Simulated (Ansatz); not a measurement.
# Cu: single-point calculation (part 1 of 2)

The run: single-point calculation of Cu (slab, 12 atoms in the cell). Method and program: DFT PBE, scalar-relativistic, plane waves, PAW, PAW set soft_1, no spin polarisation (Ansatz 0.2.0).

The structure derives from an entry of the Crystallography Open Database. Figures and captions count atoms from 1; the log counts them from 0 in places.

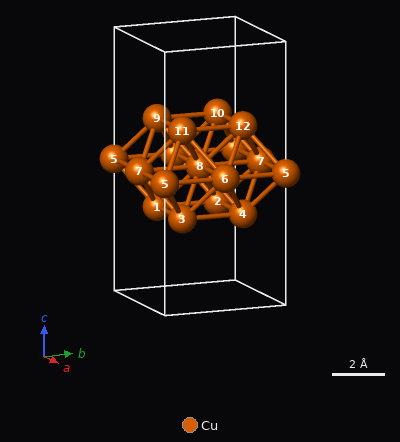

*The structure as given in the input (ball-and-stick view of the cell of the calculation, with the vacuum cut short, seen slightly off an axis; atoms are numbered from 1 in the order of the input). An atom can appear more than once, as a periodic image.*

## The input
```yaml
crystal:
  lattice:
    - [5.1319544695, 0.0, 0.0]
    - [0.0, 5.1319544695, 0.0]
    - [0.0, 0.0, 19.0279314499]
  atoms:
    - { symbol: Cu, position: [0.25, 0.25, 0.2102172803] }
    - { symbol: Cu, position: [0.25, 0.75, 0.2102172803] }
    - { symbol: Cu, position: [0.75, 0.25, 0.2102172803] }
    - { symbol: Cu, position: [0.75, 0.75, 0.2102172803] }
    - { symbol: Cu, position: [0.0, 0.0, 0.3029241295] }
    - { symbol: Cu, position: [0.0, 0.5, 0.3029241295] }
    - { symbol: Cu, position: [0.5, 0.0, 0.3029241295] }
    - { symbol: Cu, position: [0.5, 0.5, 0.3029241295] }
    - { symbol: Cu, position: [0.25, 0.25, 0.395625319] }
    - { symbol: Cu, position: [0.25, 0.75, 0.395625319] }
    - { symbol: Cu, position: [0.75, 0.25, 0.395625319] }
    - { symbol: Cu, position: [0.75, 0.75, 0.395625319] }
basis:
  ecutwfc: 420
kpoints:
  mp_grid: { grid: [5, 5, 1] }
hamiltonian:
  xc: pbe
  pseudopotentials: { kind: paw, azcp: { folder: soft_1 } }
scf:
  occupations: { method: gaussian, width: 0.1 }
output:
  forces: true
  eigenvalues: true
efield:
  axis: 3
  dipole_correction: true
  ramp_width: 0.04
```

Hardware: 4 threads of Intel Xeon @ 2.50GHz (Skylake/Cascade Lake), 32 GiB of memory available, shared host.

Launched with:
```bash
ansatz run input.yaml --threads 4 --pin off --max-ram 12288MiB --backend cpu --events-out ev --progress --plain --runs-dir out
```

## The program's output
```
Engine: ansatz 0.2.0, x86_64-unknown-linux-gnu
Pseudopotentials: kind: paw
Pseudopotential: Cu, paw, valence charge 19, recommended cutoff 420 eV (normal), [file]
Functional definition: PBE
  parameter kappa = 0.804
  parameter beta = 0.06672455060314922
  exchange = pbe_x(kappa = kappa, mu = beta*pi^2/3)
  correlation = pbe_c(beta = beta)
Crystal: 12 atoms, lattice volume = 501.138 Å³
Basis set: ecut = 420 eV, 9751 PW (Γ), exchange–correlation on 72×72×256 points (8 copies of the dense FFT grid, shifted against one another)
Bands: 137, of which v1, the nominal top of the filled ones, is band 114 counted from 1 (113 counted from 0)
Symmetry: 32 space group operations
k-points: 6 of 25
Non-local potential: Cu, projectors of the file, l = 0: 3, l = 1: 2, l = 2: 3, l = 3: 1
PAW form: soft (Blöchl's): semilocal exchange-correlation on the pseudo side does not see the compensation charge
PAW one-centre angular grid: Cu, 590 points (default); XC on 64 Gauss nodes
Initial density: superposition of atomic densities (neutral atoms: chi_scale 0, normalization atom)
Initial wavefunctions: pseudopotential atomic-orbital guess
Functional: x = pbe(κ = 0.804, μ = 0.2195149727645171), c = pbe(β = 0.06672455060314922)
SCF iter   1: F=—  HF=-79506.228554 eV  |F-HF|=—  |Δ(HF+E_count)|=         —  Δρ=1.25e-1  dr2=4.85e1  ethr=3.10e-3  p=-0.000 e·Å  D=-4.47e-5 V/Å  ΔV_dip=0.00 eV  dr2_dipole=1.33e-7  V_vac-E_F(+/−)=4.33/4.33 eV  ⟨swp⟩=8.5  Hψ=3511  notcnv=0  defer=11
efield: sawtooth ramp at fractional position 0.7829 (placed from the atoms, in the widest stretch of the axis that holds none; the zero of the levels goes with the place), width 0.0400; the density the first Hamiltonian is built on has a dipole p = -0.000 e·Å; the dipole correction subtracts the counter field D = -4.47e-5 V/Å, which shifts the + side's vacuum level by +0.00 eV against the − side's; the planar-averaged density in the ramp window peaks in size at 4.6e-5 e/Å³
preconditioner: auto → LDOS  [metal: Δε(μ)=0.028 eV  Ē_g=6.945 eV  σ=0.100 eV  W_gap=0.15  n_scr=110 (ndim 8)  ℏωp=19.1 eV  f_vac=0.649  D(μ)=5.50/eV (n_scr^D=28)  β→1.0]
SCF iter   2: F=—  HF=-79549.766864 eV  |F-HF|=—  |Δ(HF+E_count)|=    4.35e1  Δρ=2.41e-1  dr2=1.61e2  ethr=3.10e-3  p=-0.006 e·Å  D=-2.31e-3 V/Å  ΔV_dip=0.04 eV  dr2_dipole=1.23e-3  V_vac-E_F(+/−)=3.62/3.58 eV  ⟨swp⟩=4.0  Hψ=2432  notcnv=0  defer=86  recentre
SCF iter   3: F=—  HF=-79498.078169 eV  |F-HF|=—  |Δ(HF+E_count)|=    5.17e1  Δρ=3.68e-2  dr2=4.42e0  ethr=3.10e-3  p=-0.001 e·Å  D=-3.23e-4 V/Å  ΔV_dip=0.01 eV  dr2_dipole=6.69e-6  V_vac-E_F(+/−)=4.50/4.49 eV  ⟨swp⟩=4.0  Hψ=2337  notcnv=0  defer=101
SCF iter   4: F=—  HF=-79497.322602 eV  |F-HF|=—  |Δ(HF+E_count)|=   7.56e-1  Δρ=8.69e-3  dr2=1.84e-1  ethr=1.94e-3  p=0.001 e·Å  D=3.98e-4 V/Å  ΔV_dip=-0.01 eV  dr2_dipole=2.79e-5  V_vac-E_F(+/−)=4.58/4.59 eV  ⟨swp⟩=2.3  Hψ=1370  notcnv=0  defer=96
SCF iter   5: F=—  HF=-79497.326542 eV  |F-HF|=—  |Δ(HF+E_count)|=   3.94e-3  Δρ=5.36e-3  dr2=9.25e-2  ethr=8.08e-5  p=-0.002 e·Å  D=-8.92e-4 V/Å  ΔV_dip=0.02 eV  dr2_dipole=8.15e-5  V_vac-E_F(+/−)=4.63/4.61 eV  ⟨swp⟩=2.3  Hψ=1472  notcnv=0  defer=97
SCF iter   6: F=—  HF=-79497.329298 eV  |F-HF|=—  |Δ(HF+E_count)|=   2.76e-3  Δρ=8.41e-4  dr2=5.85e-3  ethr=4.06e-5  p=0.002 e·Å  D=5.55e-4 V/Å  ΔV_dip=-0.01 eV  dr2_dipole=5.00e-5  V_vac-E_F(+/−)=4.54/4.55 eV  ⟨swp⟩=2.0  Hψ=1098  notcnv=0  defer=97
SCF iter   7: F=—  HF=-79497.331130 eV  |F-HF|=—  |Δ(HF+E_count)|=   1.83e-3  Δρ=3.15e-4  dr2=3.07e-4  ethr=2.56e-6  p=-0.001 e·Å  D=-3.78e-4 V/Å  ΔV_dip=0.01 eV  dr2_dipole=1.11e-5  V_vac-E_F(+/−)=4.57/4.56 eV  ⟨swp⟩=2.3  Hψ=1127  notcnv=0  defer=97
SCF iter   8: F=—  HF=-79497.331517 eV  |F-HF|=—  |Δ(HF+E_count)|=   3.88e-4  Δρ=2.71e-4  dr2=2.48e-4  ethr=1.35e-7  p=0.001 e·Å  D=4.18e-4 V/Å  ΔV_dip=-0.01 eV  dr2_dipole=2.05e-5  V_vac-E_F(+/−)=4.56/4.57 eV  ⟨swp⟩=2.8  Hψ=1406  notcnv=0  defer=97
SCF iter   9: F=—  HF=-79497.331501 eV  |F-HF|=—  |Δ(HF+E_count)|=   1.69e-5  Δρ=5.97e-5  dr2=1.10e-5  ethr=1.09e-7  p=0.000 e·Å  D=4.23e-6 V/Å  ΔV_dip=-0.00 eV  dr2_dipole=6.42e-8  V_vac-E_F(+/−)=4.56/4.56 eV  ⟨swp⟩=2.0  Hψ=1086  notcnv=0  defer=97
SCF iter  10: F=—  HF=-79497.331484 eV  |F-HF|=—  |Δ(HF+E_count)|=   1.65e-5  Δρ=2.83e-5  dr2=2.47e-6  ethr=4.82e-9  p=-0.000 e·Å  D=-2.25e-5 V/Å  ΔV_dip=0.00 eV  dr2_dipole=7.39e-10  V_vac-E_F(+/−)=4.56/4.56 eV  ⟨swp⟩=2.3  Hψ=1129  notcnv=0  defer=97
SCF iter  11: F=—  HF=-79497.331487 eV  |F-HF|=—  |Δ(HF+E_count)|=   2.92e-6  Δρ=1.01e-5  dr2=3.79e-7  ethr=1.08e-9  p=-0.000 e·Å  D=-1.64e-5 V/Å  ΔV_dip=0.00 eV  dr2_dipole=2.44e-8  V_vac-E_F(+/−)=4.56/4.56 eV  ⟨swp⟩=2.0  Hψ=1109  notcnv=0  defer=97
SCF iter  12: F=—  HF=-79497.331487 eV  |F-HF|=—  |Δ(HF+E_count)|=   2.33e-7  Δρ=4.23e-6  dr2=1.07e-7  ethr=4.39e-11  p=-0.000 e·Å  D=-3.38e-5 V/Å  ΔV_dip=0.00 eV  dr2_dipole=1.45e-8  V_vac-E_F(+/−)=4.56/4.56 eV  ⟨swp⟩=34.5  Hψ=4613  notcnv=0
SCF iter  13: F=-79497.331487 eV  HF=-79497.331487 eV  |F-HF|=4.03e-8  |Δ(HF+E_count)|=   2.57e-8  Δρ=1.19e-6  dr2=4.16e-9  ethr=4.39e-11  p=-0.000 e·Å  D=-2.50e-5 V/Å  ΔV_dip=0.00 eV  dr2_dipole=7.08e-11  V_vac-E_F(+/−)=4.56/4.56 eV  ⟨swp⟩=7.0  Hψ=2479  notcnv=0
SCF 1 converged in 13 iterations: F = -79497.331487 eV  dr2 = 4.16e-9
  greatest PAW one-centre occupation: 1.000 electrons in one spin orbital (limit 2), on the Cu atom at site 3 (counted from 0), in its partial waves of l = 0
```

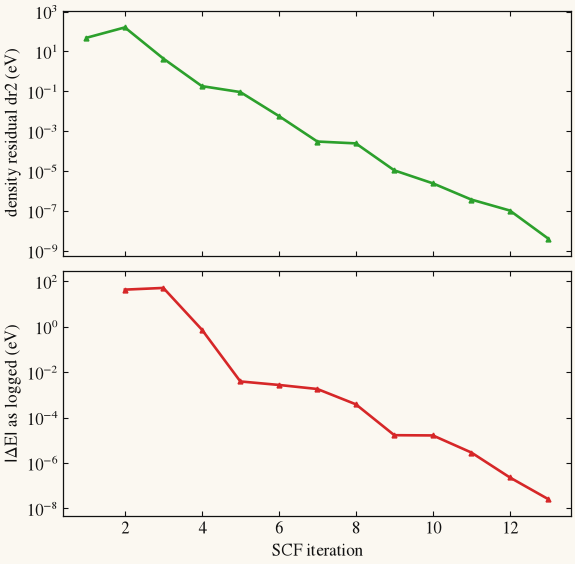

*Convergence of the self-consistent field: density residual dr2 and size of the energy change against the SCF iteration.*

The residual comes down, with one marked jump up, by a factor of about 3, at step 2.

```
SCF converged after 13 iterations
Free energy (F): -79497.331487 eV
Harris-Foulkes:  -79497.331487 eV  (|F-HF|=4.03e-8)
Internal energy: -79497.314319 eV  (E = F + TS)
E sigma→0 (E₀):  -79497.322903 eV
Entropy (-TS):   -0.017168 eV (-1.431 meV/atom)
Fermi energy:    1.406897 eV
Dipole field:    D = -0.000032 V/Å  (p = -0.000089 e·Å, saw-weighted, corrected)
Work function:   Φ+ = 4.5636 eV   Φ− = 4.5631 eV
Levels:          The Fermi level and band energies are counted from a zero that moves with the ramp; work functions are not
--- Per-component energies (eV) ---
  E_band       = -7749.967319
  E_kinetic    = 3131.815496
  E_local      = -358791.065823  (includes V_loc(G=0)·N_el)
  E_nonlocal   = 10716.662530
  E_hartree    = 173598.927003
  E_xc         = -815.206557
  E_vxc        = -1051.519876  (∫ρ·V_xc dr)
  E_paw        = -21810.485389  (= ΣΔE_a)
  E_vpaw       = -8953.740391  (= ΣTr[D̂ρ^β])
  E_aug_tail   = 0.011648  (compensation charges beyond the density's cutoff)
  E_efield     = 0.000000  (sawtooth field / dipole correction)
  E_vefield    = 0.000000  (∫n·V_field dr)
  E_ewald      = 114472.026773
  E_smearing   = -0.017168  (= −TS)
  E_closure    = -0.000000  (closes the sum)
  Σ components = -79497.331487   (vs F -79497.331487, Δ=0.00e0)
--- Forces (eV/Å), atoms counted from 1 ---
  atom   1  Cu    -0.00000000     0.00000000    -0.00625235
  atom   2  Cu    -0.00000000     0.00000000    -0.00625235
  atom   3  Cu    -0.00000000     0.00000000    -0.00625235
  atom   4  Cu    -0.00000000     0.00000000    -0.00625235
  atom   5  Cu    -0.00000000     0.00000000    -0.00039778
  atom   6  Cu    -0.00000000     0.00000000    -0.00039778
  atom   7  Cu    -0.00000000     0.00000000    -0.00039778
  atom   8  Cu    -0.00000000    -0.00000000    -0.00039778
  atom   9  Cu     0.00000000    -0.00000000     0.00664274
  atom  10  Cu     0.00000000    -0.00000000     0.00664274
  atom  11  Cu     0.00000000    -0.00000000     0.00664274
  atom  12  Cu     0.00000000    -0.00000000     0.00664274
  max |Σ_I F_I| component: 2.96e-5 eV/Å
--- Band table (eV; the first three rows and the last of 6) ---
```
